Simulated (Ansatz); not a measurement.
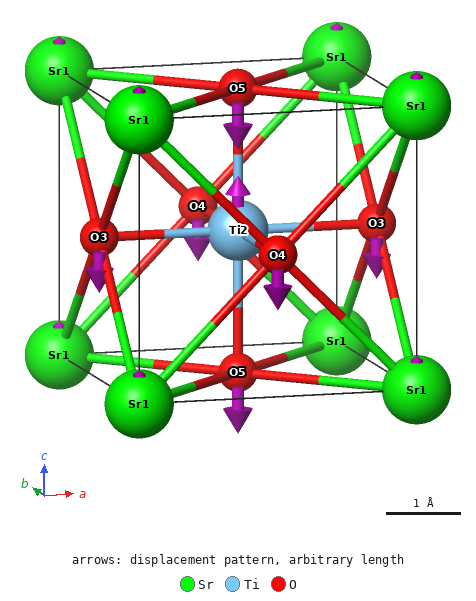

The lowest optical mode of crystalline SrTiO3, space group Pm-3m (No. 221), at the zone centre. Displacements are drawn as purple arrows; their common scale and sign are arbitrary. Style: ball-and-stick. Shown: the cell of the calculation, slightly off an axis.

Computed with DFT PBE, scalar-relativistic, plane waves, PAW (Ansatz).

The input:
```yaml
crystal:
  lattice:
    - [3.9364873115, 0.0, 0.0]
    - [0.0, 3.9364873115, 0.0]
    - [0.0, 0.0, 3.9364873115]
  atoms:
    - { symbol: Sr, position: [0.0, 0.0, 0.0] }
    - { symbol: Ti, position: [0.5, 0.5, 0.5] }
    - { symbol: O, position: [0.0, 0.5, 0.5] }
    - { symbol: O, position: [0.5, 0.0, 0.5] }
    - { symbol: O, position: [0.5, 0.5, 0.0] }
basis:
  ecutwfc: 420
kpoints:
  mp_grid: { grid: [8, 8, 8] }
hamiltonian:
  xc: pbe
scf:
  occupations: { method: fixed }
output:
  eigenvalues: true
phonons:
  method: dfpt
  dielectric: true
  rigid_motions: translations
  eigenvectors: true
  qmesh: [2, 2, 2]
  temperatures: { t_max: 1000, t_step: 100 }
  qpath:
    path:
      - [[0.0, 0.0, 0.0], [0.0, 0.5, 0.0], [0.5, 0.5, 0.0], [0.0, 0.0, 0.0], [0.5, 0.5, 0.5], [0.0, 0.5, 0.0]]
      - [[0.5, 0.5, 0.5], [0.5, 0.5, 0.0]]
    npoints: 8
```

Run as
```bash
ansatz run input.yaml --threads 1 --pin off --max-ram 2560MiB --backend cpu --events-out ev --progress --plain --runs-dir out
```

Frequencies are those without the non-analytic (LO–TO) term.

> Is the structure stable against all modes at this point?

No. This is the T₁u mode (triply degenerate; one member of the set is drawn) at 140i cm⁻¹, the lowest optical level, infrared-active by symmetry. All motion is along c; it stretches the shortest O–Ti bonds (1.97 Å); the kinetic energy is shared as O 64 %, Ti 33 %, Sr 3 %. The frequency is imaginary, so the structure is unstable against this distortion. Freezing in the drawn pattern lowers the space group from Pm-3m to P4mm (No. 99). Its infrared intensity is 230 (D/Å)²/amu for the set.
